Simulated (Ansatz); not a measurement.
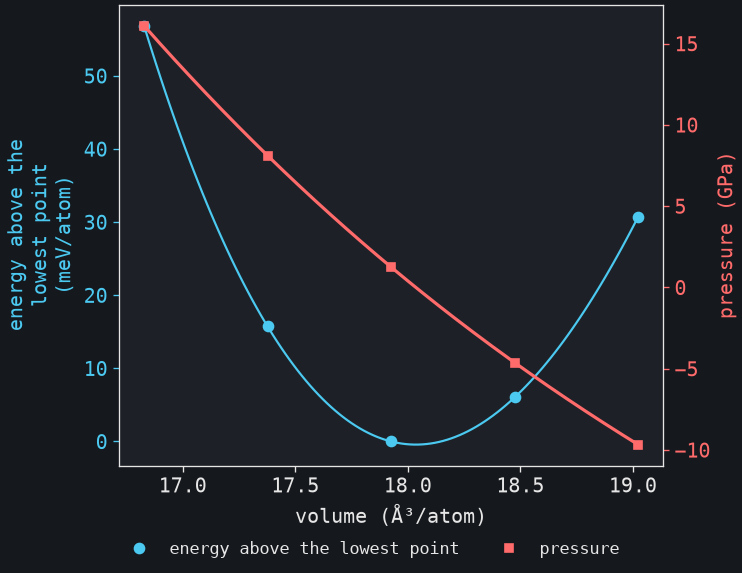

Calculation (Ansatz 0.2.0 development build): equation of state of a cubic crystal from periodic Kohn-Sham density functional theory without spin, third-order Birch-Murnaghan fit to the free energies; pressure corrected for the finite basis. Level: r2SCAN.

structure type bcc; atoms in cell 1; space group number 229; lattice centring body-centred primitive; k mesh 14×14×14; occupation method Fermi–Dirac; occupation width 0.1 eV; wave cutoff 520 eV; datasets hand-made PAW; density tolerance 1e−09 eV; bands 18; density cutoff ratio 4; search for lower states default; xc grid level 2.

Caption: Energy above the lowest point and pressure against volume for Ta, space group Im-3m (No. 229) (one of a set of cubic test structures, which need not be the stable phase).

A third-order Birch–Murnaghan fit gives V0 = 18.04 Å³/atom, B0 = 202 GPa and B′ = 4.1. The energy above the lowest point is 56.9 meV/atom at volume 16.83 Å³/atom and 30.7 meV/atom at 19.02 Å³/atom; the lowest computed point is at volume 17.93 Å³/atom (0.0 meV/atom), and no other minimum shows. The pressure falls from 16.1 GPa at volume 16.83 Å³/atom to −9.7 GPa at 19.02 Å³/atom, and changes sign near 18.04 Å³/atom.

Keep in mind: modest k-mesh, values are not fully converged in k.
